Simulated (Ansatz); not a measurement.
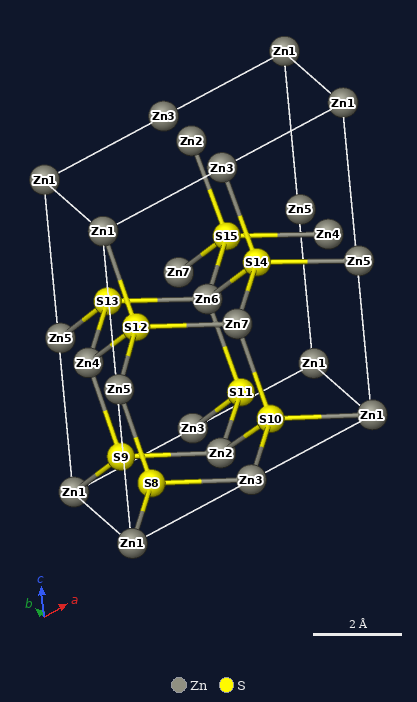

Fig. 1: The structure as given in the input (ball-and-stick view of the cell of the calculation, seen slightly off an axis; atoms are numbered from 1 in the order of the input). Near neighbours in the crystal (not all of them lie inside the picture): Zn has 4 S at 2.33 to 2.38 Å; S has 3 Zn at 2.33 to 2.34 Å; S has 4 Zn at 2.36 to 2.38 Å.

**Zn7S8: geometry relaxation (part 1 of 2)**

System: Zn7S8 (defect cell, 15 atoms in the cell).
Method: DFT PBE, scalar-relativistic, plane waves, PAW, no spin polarisation (Ansatz 0.2.0).

The structure derives from a Materials Project entry. It belongs to a series of runs on one base structure; here: Zn vacancy (site a), charge +0, atoms relaxed at the host's cell, started again with a moment of 0 μB. Figures and captions count atoms from 1; the log counts them from 0 in places.

Input
```yaml
crystal:
  lattice:
    - [0.0, 5.442308761, -5.442308761]
    - [5.442308761, 5.442308761, 0.0]
    - [5.442308761, 0.0, -5.442308761]
  atoms:
    - { symbol: Zn, position: [0.003004407, -0.003677724, 0.0018473997] }
    - { symbol: Zn, position: [0.4954524313, 0.5039294873, 0.0051355458] }
    - { symbol: Zn, position: [0.4987720639, -0.003726823, 0.0018601117] }
    - { symbol: Zn, position: [0.0031117672, 0.5006376381, 0.4975396236] }
    - { symbol: Zn, position: [0.0064245791, -0.0070612371, 0.4942505813] }
    - { symbol: Zn, position: [0.4987695372, 0.500583584, 0.4975799578] }
    - { symbol: Zn, position: [0.5009116078, -0.0015544606, 0.4997277151] }
    - { symbol: S, position: [0.1278585523, 0.121715791, 0.1225110046] }
    - { symbol: S, position: [0.1237045361, 0.6254265904, 0.1266616183] }
    - { symbol: S, position: [0.6253055851, 0.1257363368, 0.1235916174] }
    - { symbol: S, position: [0.6242115897, 0.6253748398, 0.1266799765] }
    - { symbol: S, position: [0.1248161335, 0.122900053, 0.6241233293] }
    - { symbol: S, position: [0.127887326, 0.6212127503, 0.6230675097] }
    - { symbol: S, position: [0.6281785989, 0.1228594694, 0.6241418957] }
    - { symbol: S, position: [0.6253709926, 0.6223254572, 0.6269713201] }
  host:
    lattice:
      - [0.0, 2.7211543805, 2.7211543805]
      - [2.7211543805, 0.0, 2.7211543805]
      - [2.7211543805, 2.7211543805, 0.0]
    atoms:
      - { symbol: Zn, position: [0.0, 0.0, 0.0] }
      - { symbol: S, position: [0.75, 0.75, 0.75] }
basis:
  ecutwfc: 420
  xc_grid: 2
kpoints:
  mp_grid: { grid: [2, 2, 2], shift: [0.0, 0.0, 0.0] }
hamiltonian:
  xc: pbe
scf:
  occupations: { method: gaussian, width: 0.01 }
output:
  forces: true
  stress: false
  eigenvalues: true
  charged_corrections:
    defect_position: [0.0, 0.5, 0.0]
    epsilon: [[9.3731, 0.0, 0.0], [0.0, 9.3731, 0.0], [0.0, 0.0, 9.3731]]
  write_density: true
  write_potential: true
  elf: true
  volumetric_format: npy
relax:
  adjacent_minimum: "off"
  f_tol: 0.025
  max_steps: 45
```

Hardware: 4 threads of AMD EPYC (Zen 3), 189 GiB of memory available, shared host.

Command:
```bash
ansatz run input.yaml --threads 4 --pin off --max-ram 8192MiB --backend cpu --events-out ev --progress --plain --runs-dir out
```

Log
```
Engine: ansatz 0.2.0, x86_64-unknown-linux-gnu
Pseudopotentials: kind: paw
Pseudopotential: Zn, paw, valence charge 12, recommended cutoff 420 eV (normal), Zn.paw.azcp
Pseudopotential: S, paw, valence charge 6, recommended cutoff 420 eV (normal), S.paw.azcp
Functional definition: PBE
  parameter kappa = 0.804
  parameter beta = 0.06672455060314922
  exchange = pbe_x(kappa = kappa, mu = beta*pi^2/3)
  correlation = pbe_c(beta = beta)
Crystal: 15 atoms, lattice volume = 322.388 Å³
Basis set: ecut = 420 eV, 6231 PW (Γ), exchange–correlation on 108×108×108 points (8 copies of the dense FFT grid, shifted against one another)
Bands: 81, of which v1, the nominal top of the filled ones, is band 66 counted from 1 (65 counted from 0)
Symmetry: 1 space group operations
Space group: P1 (ITA 1), of the structure as read, at distance tolerance 6.9e-5 Å
k-points: 8
Non-local potential: Zn, projectors of the file, l = 0: 2, l = 1: 2, l = 2: 3, l = 3: 1
Non-local potential: S, projectors of the file, l = 0: 2, l = 1: 2, l = 2: 2
PAW form: soft (Blöchl's): semilocal exchange-correlation on the pseudo side does not see the compensation charge
PAW one-centre angular grid: Zn, 590 points (default); XC on 64 Gauss nodes
PAW one-centre angular grid: S, 110 points (default); XC on 64 Gauss nodes
Initial density: superposition of atomic densities (neutral atoms: chi_scale 0, normalization atom), corrected by the library's trained network
Initial wavefunctions: pseudopotential atomic-orbital guess
Functional: x = pbe(κ = 0.804, μ = 0.2195149727645171), c = pbe(β = 0.06672455060314922)
SCF iter   1: F=—  HF=-30458.622077 eV  |F-HF|=—  |Δ(HF+E_count)|=         —  Δρ=2.07e-3  dr2=1.49e-2  ethr=1.77e-3  ⟨swp⟩=6.4  Hψ=2647  notcnv=0  defer=7
preconditioner: auto → LDOS  [insulator: Δε(μ)=0.193 eV  Ē_g=10.209 eV  σ=0.010 eV  W_gap=0.56  n_scr=64 (ndim 8)  ℏωp=23.8 eV  f_vac=0.037  D(μ)=105.91/eV (n_scr^D=2444)  ε∞_Penn≈6.4  β→1.0]
SCF iter   2: F=—  HF=-30458.620875 eV  |F-HF|=—  |Δ(HF+E_count)|=   1.20e-3  Δρ=1.43e-3  dr2=8.12e-3  ethr=1.13e-5  ⟨swp⟩=3.0  Hψ=1355  notcnv=0  defer=65
SCF iter   3: F=—  HF=-30458.620216 eV  |F-HF|=—  |Δ(HF+E_count)|=   6.59e-4  Δρ=1.05e-3  dr2=4.67e-3  ethr=6.15e-6  ⟨swp⟩=2.0  Hψ=763  notcnv=0  defer=65
SCF iter   4: F=—  HF=-30458.620316 eV  |F-HF|=—  |Δ(HF+E_count)|=   1.00e-4  Δρ=1.20e-3  dr2=5.12e-3  ethr=3.54e-6  ⟨swp⟩=1.0  Hψ=583  notcnv=0  defer=65
SCF iter   5: F=—  HF=-30458.619832 eV  |F-HF|=—  |Δ(HF+E_count)|=   4.84e-4  Δρ=8.21e-4  dr2=2.98e-3  ethr=3.54e-6  ⟨swp⟩=1.0  Hψ=583  notcnv=0  defer=65
SCF iter   6: F=—  HF=-30458.619575 eV  |F-HF|=—  |Δ(HF+E_count)|=   2.57e-4  Δρ=6.42e-4  dr2=1.93e-3  ethr=2.26e-6  ⟨swp⟩=1.0  Hψ=583  notcnv=0  defer=65
SCF iter   7: F=—  HF=-30458.619381 eV  |F-HF|=—  |Δ(HF+E_count)|=   1.94e-4  Δρ=3.34e-4  dr2=6.60e-4  ethr=1.46e-6  ⟨swp⟩=2.1  Hψ=998  notcnv=0  defer=65
SCF iter   8: F=—  HF=-30458.619367 eV  |F-HF|=—  |Δ(HF+E_count)|=   1.41e-5  Δρ=2.70e-4  dr2=4.54e-4  ethr=5.00e-7  ⟨swp⟩=2.9  Hψ=1144  notcnv=0  defer=65
SCF iter   9: F=—  HF=-30458.619352 eV  |F-HF|=—  |Δ(HF+E_count)|=   1.46e-5  Δρ=1.66e-4  dr2=2.54e-4  ethr=3.44e-7  ⟨swp⟩=1.0  Hψ=583  notcnv=0  defer=65
SCF iter  10: F=—  HF=-30458.619336 eV  |F-HF|=—  |Δ(HF+E_count)|=   1.57e-5  Δρ=1.31e-4  dr2=1.81e-4  ethr=1.92e-7  ⟨swp⟩=1.0  Hψ=583  notcnv=0  defer=65
SCF iter  11: F=—  HF=-30458.619317 eV  |F-HF|=—  |Δ(HF+E_count)|=   1.99e-5  Δρ=9.19e-5  dr2=8.95e-5  ethr=1.37e-7  ⟨swp⟩=1.0  Hψ=583  notcnv=0  defer=65
SCF iter  12: F=—  HF=-30458.619306 eV  |F-HF|=—  |Δ(HF+E_count)|=   1.07e-5  Δρ=7.54e-5  dr2=2.75e-5  ethr=6.78e-8  ⟨swp⟩=2.5  Hψ=1010  notcnv=0  defer=65
SCF iter  13: F=-30458.619292 eV  HF=-30458.619304 eV  |F-HF|=1.14e-5  |Δ(HF+E_count)|=   2.10e-6  Δρ=6.48e-5  dr2=1.39e-5  ethr=1.18e-8  ⟨swp⟩=18.5  Hψ=6629  notcnv=0
SCF 1 converged in 13 iterations: F = -30458.619292 eV  dr2 = 1.39e-5
  greatest PAW one-centre occupation: 0.984 electrons in one spin orbital (limit 2), on the Zn atom at site 3 (counted from 0), in its partial waves of l = 2
relax step   1: F+E_penalty+E_count = -30458.61929229 eV  Δ(F+E_penalty+E_count) = +0.000e0 eV  max|allowed force component| = 7.080e-2 eV/Å  Δτ_max = 0.0000 Å  (13 SCF iters, dr2 threshold 1.56e-5 eV, accepted)
Initial density: handed on by an earlier stage of this run
Initial wavefunctions: those handed on with the density
iter 1 solved again at ethr=8.33e-7 eV; its pass at ethr=3.10e-3 eV (dr2=1.10e-3 eV) is discarded
SCF iter   1: F=—  HF=-30458.622820 eV  |F-HF|=—  |Δ(HF+E_count)|=         —  Δρ=8.74e-4  dr2=1.11e-3  ethr=8.33e-7  ⟨swp⟩=2.0  Hψ=2166  notcnv=0  defer=65
preconditioner: auto → LDOS  [insulator: Δε(μ)=0.202 eV  Ē_g=10.216 eV  σ=0.010 eV  W_gap=0.62  n_scr=64 (ndim 8)  ℏωp=23.8 eV  f_vac=0.036  D(μ)=107.24/eV (n_scr^D=2636)  ε∞_Penn≈6.4  β→1.0]
SCF iter   2: F=—  HF=-30458.622818 eV  |F-HF|=—  |Δ(HF+E_count)|=   1.89e-6  Δρ=5.58e-4  dr2=8.38e-4  ethr=8.33e-7  ⟨swp⟩=2.0  Hψ=1161  notcnv=0  defer=65
SCF iter   3: F=—  HF=-30458.622694 eV  |F-HF|=—  |Δ(HF+E_count)|=   1.24e-4  Δρ=3.55e-4  dr2=2.80e-4  ethr=6.35e-7  ⟨swp⟩=2.0  Hψ=1076  notcnv=0  defer=65
SCF iter   4: F=—  HF=-30458.622656 eV  |F-HF|=—  |Δ(HF+E_count)|=   3.83e-5  Δρ=6.88e-5  dr2=1.85e-5  ethr=2.12e-7  ⟨swp⟩=1.0  Hψ=583  notcnv=0  defer=65
SCF iter   5: F=—  HF=-30458.622660 eV  |F-HF|=—  |Δ(HF+E_count)|=   4.60e-6  Δρ=3.55e-5  dr2=5.01e-6  ethr=1.40e-8  ⟨swp⟩=2.6  Hψ=1054  notcnv=0  defer=65
SCF iter   6: F=—  HF=-30458.622660 eV  |F-HF|=—  |Δ(HF+E_count)|=   2.89e-8  Δρ=2.52e-5  dr2=3.55e-6  ethr=3.80e-9  ⟨swp⟩=1.0  Hψ=583  notcnv=0  defer=65
SCF iter   7: F=—  HF=-30458.622660 eV  |F-HF|=—  |Δ(HF+E_count)|=   2.78e-8  Δρ=2.47e-5  dr2=2.21e-6  ethr=2.69e-9  ⟨swp⟩=1.0  Hψ=583  notcnv=0  defer=65
SCF iter   8: F=—  HF=-30458.622660 eV  |F-HF|=—  |Δ(HF+E_count)|=   3.47e-7  Δρ=1.87e-5  dr2=1.72e-6  ethr=1.67e-9  ⟨swp⟩=2.4  Hψ=1029  notcnv=0  defer=65
SCF iter   9: F=—  HF=-30458.622660 eV  |F-HF|=—  |Δ(HF+E_count)|=   1.38e-7  Δρ=1.04e-5  dr2=3.99e-7  ethr=1.30e-9  ⟨swp⟩=2.0  Hψ=1028  notcnv=0  defer=65
SCF iter  10: F=—  HF=-30458.622660 eV  |F-HF|=—  |Δ(HF+E_count)|=   3.49e-8  Δρ=7.29e-6  dr2=2.14e-7  ethr=3.02e-10  ⟨swp⟩=2.5  Hψ=890  notcnv=0  defer=65
SCF iter  11: F=—  HF=-30458.622660 eV  |F-HF|=—  |Δ(HF+E_count)|=   4.70e-9  Δρ=4.51e-6  dr2=1.11e-7  ethr=1.62e-10  ⟨swp⟩=1.5  Hψ=810  notcnv=0  defer=65
SCF iter  12: F=-30458.622660 eV  HF=-30458.622660 eV  |F-HF|=7.96e-8  |Δ(HF+E_count)|=   5.92e-9  Δρ=4.45e-6  dr2=9.20e-8  ethr=7.58e-11  ⟨swp⟩=13.2  Hψ=4366  notcnv=0
SCF 2 converged in 12 iterations: F = -30458.622660 eV  dr2 = 9.20e-8
  greatest PAW one-centre occupation: 0.984 electrons in one spin orbital (limit 2), on the Zn atom at site 4 (counted from 0), in its partial waves of l = 2
relax step   2: F+E_penalty+E_count = -30458.62265981 eV  Δ(F+E_penalty+E_count) = -3.368e-3 eV  max|allowed force component| = 3.148e-2 eV/Å  Δτ_max = 0.0131 Å  (12 SCF iters, accepted)
SCF iter   1: F=—  HF=-30458.623728 eV  |F-HF|=—  |Δ(HF+E_count)|=         —  Δρ=7.66e-4  dr2=9.64e-4  ethr=4.72e-6  ⟨swp⟩=3.8  Hψ=1506  notcnv=0  defer=65
preconditioner: auto → LDOS  [insulator: Δε(μ)=0.209 eV  Ē_g=10.213 eV  σ=0.010 eV  W_gap=0.59  n_scr=64 (ndim 8)  ℏωp=23.8 eV  f_vac=0.036  D(μ)=106.98/eV (n_scr^D=2636)  ε∞_Penn≈6.4  β→1.0]
SCF iter   2: F=—  HF=-30458.623783 eV  |F-HF|=—  |Δ(HF+E_count)|=   5.52e-5  Δρ=6.99e-4  dr2=1.26e-3  ethr=7.30e-7  ⟨swp⟩=2.0  Hψ=1298  notcnv=0  defer=65
SCF iter   3: F=—  HF=-30458.623567 eV  |F-HF|=—  |Δ(HF+E_count)|=   2.16e-4  Δρ=2.65e-4  dr2=1.56e-4  ethr=7.30e-7  ⟨swp⟩=2.0  Hψ=1076  notcnv=0  defer=65
SCF iter   4: F=—  HF=-30458.623547 eV  |F-HF|=—  |Δ(HF+E_count)|=   1.99e-5  Δρ=5.52e-5  dr2=1.67e-5  ethr=1.18e-7  ⟨swp⟩=1.0  Hψ=583  notcnv=0  defer=65
SCF iter   5: F=—  HF=-30458.623550 eV  |F-HF|=—  |Δ(HF+E_count)|=   3.10e-6  Δρ=4.53e-5  dr2=1.16e-5  ethr=1.27e-8  ⟨swp⟩=2.0  Hψ=1030  notcnv=0  defer=65
SCF iter   6: F=—  HF=-30458.623550 eV  |F-HF|=—  |Δ(HF+E_count)|=   5.46e-8  Δρ=3.82e-5  dr2=1.04e-5  ethr=8.81e-9  ⟨swp⟩=1.0  Hψ=583  notcnv=0  defer=65
SCF iter   7: F=—  HF=-30458.623550 eV  |F-HF|=—  |Δ(HF+E_count)|=   3.72e-7  Δρ=3.16e-5  dr2=7.11e-6  ethr=7.84e-9  ⟨swp⟩=1.0  Hψ=583  notcnv=0  defer=65
SCF iter   8: F=—  HF=-30458.623549 eV  |F-HF|=—  |Δ(HF+E_count)|=   5.39e-7  Δρ=3.14e-5  dr2=6.37e-6  ethr=5.39e-9  ⟨swp⟩=1.0  Hψ=583  notcnv=0  defer=65
SCF iter   9: F=—  HF=-30458.623549 eV  |F-HF|=—  |Δ(HF+E_count)|=   4.13e-7  Δρ=2.15e-5  dr2=2.06e-6  ethr=4.82e-9  ⟨swp⟩=1.0  Hψ=583  notcnv=0  defer=65
SCF iter  10: F=—  HF=-30458.623549 eV  |F-HF|=—  |Δ(HF+E_count)|=   3.00e-7  Δρ=1.36e-5  dr2=7.02e-7  ethr=1.56e-9  ⟨swp⟩=1.1  Hψ=584  notcnv=0  defer=65
SCF iter  11: F=—  HF=-30458.623549 eV  |F-HF|=—  |Δ(HF+E_count)|=   4.82e-8  Δρ=9.44e-6  dr2=3.17e-7  ethr=5.32e-10  ⟨swp⟩=2.9  Hψ=1108  notcnv=0  defer=65
SCF iter  12: F=—  HF=-30458.623549 eV  |F-HF|=—  |Δ(HF+E_count)|=   2.15e-8  Δρ=6.18e-6  dr2=1.54e-7  ethr=2.40e-10  ⟨swp⟩=2.5  Hψ=983  notcnv=0  defer=65
SCF iter  13: F=—  HF=-30458.623549 eV  |F-HF|=—  |Δ(HF+E_count)|=   1.03e-8  Δρ=4.63e-6  dr2=1.04e-7  ethr=7.58e-11  ⟨swp⟩=13.5  Hψ=4399  notcnv=0
SCF iter  14: F=-30458.623548 eV  HF=-30458.623549 eV  |F-HF|=6.09e-8  |Δ(HF+E_count)|=   1.15e-9  Δρ=3.80e-6  dr2=7.09e-8  ethr=7.58e-11  ⟨swp⟩=6.5  Hψ=3401  notcnv=0
SCF 3 converged in 14 iterations: F = -30458.623548 eV  dr2 = 7.09e-8
  greatest PAW one-centre occupation: 0.984 electrons in one spin orbital (limit 2), on the Zn atom at site 5 (counted from 0), in its partial waves of l = 2
relax step   3: F+E_penalty+E_count = -30458.62354849 eV  Δ(F+E_penalty+E_count) = -8.887e-4 eV  max|allowed force component| = 1.641e-3 eV/Å  Δτ_max = 0.0102 Å  (14 SCF iters, accepted)
```

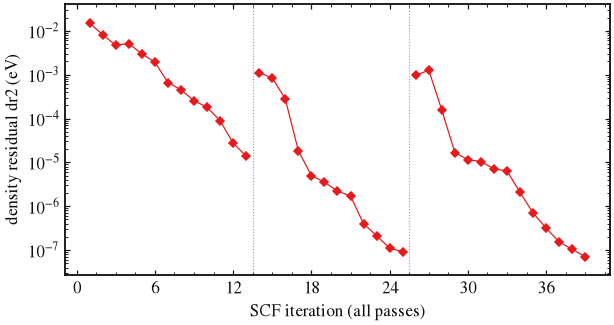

Fig. 2: Convergence of the self-consistent field: density residual dr2 against the SCF iteration. The dotted lines part the SCF passes of the relaxation: geometry steps, rejected trials and re-solves on a re-selected basis. The passes take 13, 12 and 14 iterations.

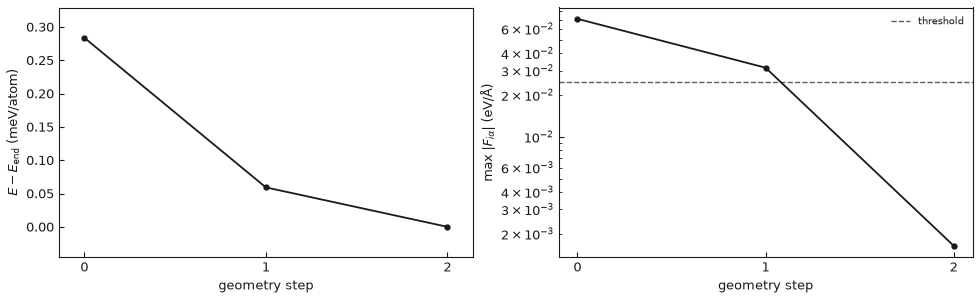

Fig. 3: Progress of the relaxation, step by step (the first geometry is step 0 here and step 1 in the log).

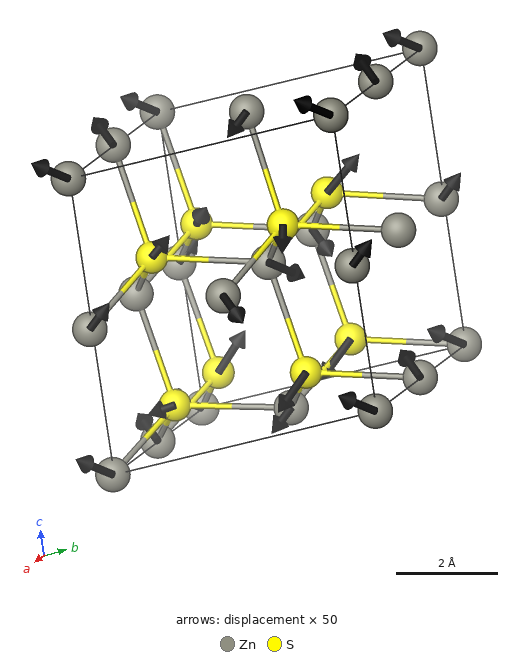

Fig. 4: The starting structure with the displacements as black arrows, magnified 50 times (ball-and-stick view of the cell of the calculation, seen slightly off an axis). The largest moves, 0.021 Å, are those of Zn1, S8, S9, S11 and S13. By element the largest moves are S 0.021 Å, Zn 0.021 Å. The cell doesn't change. Among the contacts that change: Zn1–S10 2.374 → 2.380 Å, Zn2–S11 2.336 → 2.331 Å. After 2 geometry steps the energy has fallen by 0.3 meV per atom. The largest force component goes from 0.071 to 0.0016 eV/Å. (Atoms are counted from 1 in the order of the input.)

```
SCF converged after 14 iterations
Free energy (F): -30458.623548 eV
Harris-Foulkes:  -30458.623549 eV  (|F-HF|=6.09e-8)
Internal energy: -30458.618186 eV  (E = F + TS)
E sigma→0 (E₀):  -30458.620867 eV
Entropy (-TS):   -0.005362 eV (-0.357 meV/atom)
Fermi energy:    4.604107 eV
--- Per-component energies (eV) ---
  E_band       = -94.938443
  E_kinetic    = 1763.198625
  E_local      = -15344.897531  (includes V_loc(G=0)·N_el)
  E_nonlocal   = 4524.714300
  E_hartree    = 6417.463283
  E_xc         = -1731.628023
  E_vxc        = -1055.736263  (∫ρ·V_xc dr)
  E_paw        = -17597.212399  (= ΣΔE_a)
  E_vpaw       = -2817.154070  (= ΣTr[D̂ρ^β])
  E_aug_tail   = -0.002472  (compensation charges beyond the density's cutoff)
  E_ewald      = -8490.253968
  E_smearing   = -0.005362  (= −TS)
  E_closure    = 0.000000  (closes the sum)
  Σ components = -30458.623548   (vs F -30458.623548, Δ=0.00e0)
```
